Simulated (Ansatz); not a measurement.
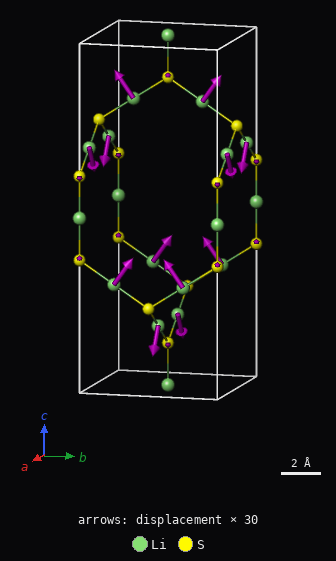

A relaxation of a crystal of Li5S3 (a generated structure, set up in I-4m2). The starting structure is drawn; purple arrows show the displacements (the part carried along by the change of the cell is left out), magnified 30 times.

The picture is a ball-and-stick view of the conventional cell (2 times the calculation's cell), seen slightly off an axis. Lengths and directions refer to the drawn axes.

Method: Ansatz, DFT PBE, scalar-relativistic, plane waves, PAW. Set-up: plane-wave cutoff 420 eV; k-point mesh 8 × 8 × 8; occupations gaussian; smearing width 0.1 eV; no spin polarisation; cell and atoms relaxed; force threshold 0.01 eV/Å; at most 80 steps.

Atoms of which element are displaced furthest, and by how much?

Answer. Lithium: up to 0.060 Å, against 0.009 Å for sulfur.

What did the optimiser do to the structure, and how much energy did it gain?

Answer. The largest moves relative to the cell, 0.060 Å, are those of Li atoms. Largest moves by element: Li 0.060 Å, S 0.009 Å. The drawn cell changes as follows: a = b 7.463 → 7.583 Å (+1.6 %), c 18.468 → 18.938 Å (+2.5 %); the volume changes by +5.9 %. Among the contacts that change: Li–S 2.218 → 2.268 Å. Bond angles that change, for instance: Li–S–Li 114.5° → 111.0°, S–Li–S 180.0° → 177.1°, Li–S–Li 114.5° → 116.7°. The space group stays I-4m2 (No. 119). Over 3 accepted moves (4 points after the start) the energy falls by 6.9 meV per atom. The largest force component goes from 0.061 to 0.0026 eV/Å. Pressure: 0.51 GPa at the start and 0.00 GPa at the end. At 1 point the geometry stayed and the basis and grid were re-selected for the new cell (energy shift of less than 0.05 meV per atom at most each time).
